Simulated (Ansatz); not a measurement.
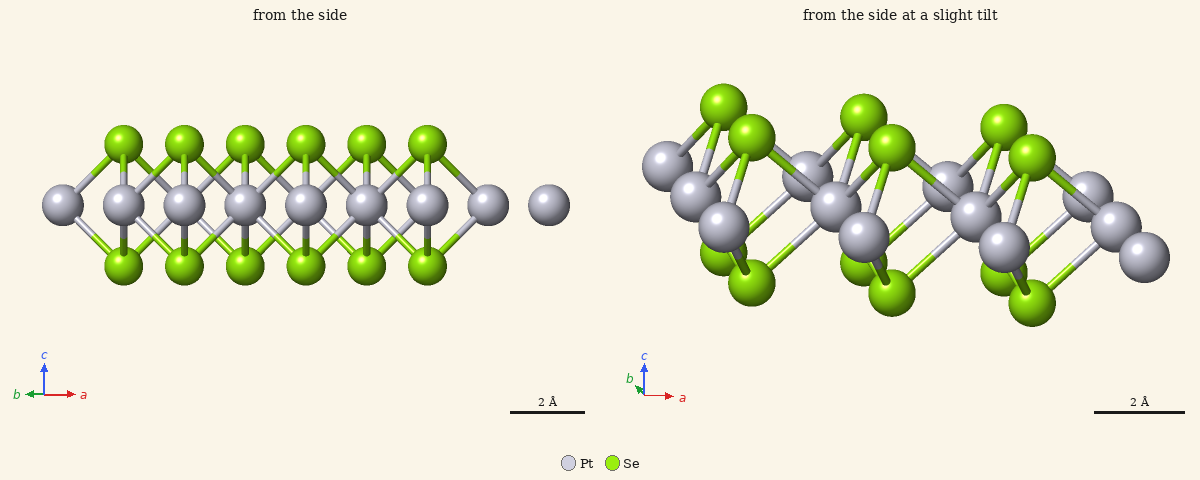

A ball-and-stick picture of a periodic sheet, seen from the side and from the side at a slight tilt. The surface normal points up in side views; the vacuum is left out. 3×2 cells are drawn in the plane, with atoms at the edges repeated.

The cell holds 1 Pt, 2 Se.

**Which species face the vacuum on either side?**

The top face ends in Se, the bottom face in Se. The two faces are alike.

**Give the thickness from the bottom atom to the top atom.**

About 3.3 Å from the lowest to the highest atom.

**What is the order of the atomic planes, starting from the top?**

Three planes: Se / Pt / Se.

**What is bonded to what?**

Around each Pt lie six Se in a trigonal prismatic arrangement at about 2.5 Å. The Se atoms are each bonded to three Pt in a trigonal pyramidal arrangement at about 2.5 Å. The bonds build PtSe2 layers parallel to the surface.

The model was built from a structure listed in the Materials Project, with elements exchanged, so it need not be a known form of the compound. The cell was then strained or its atoms displaced on purpose. It was the input of a calculation with Ansatz.
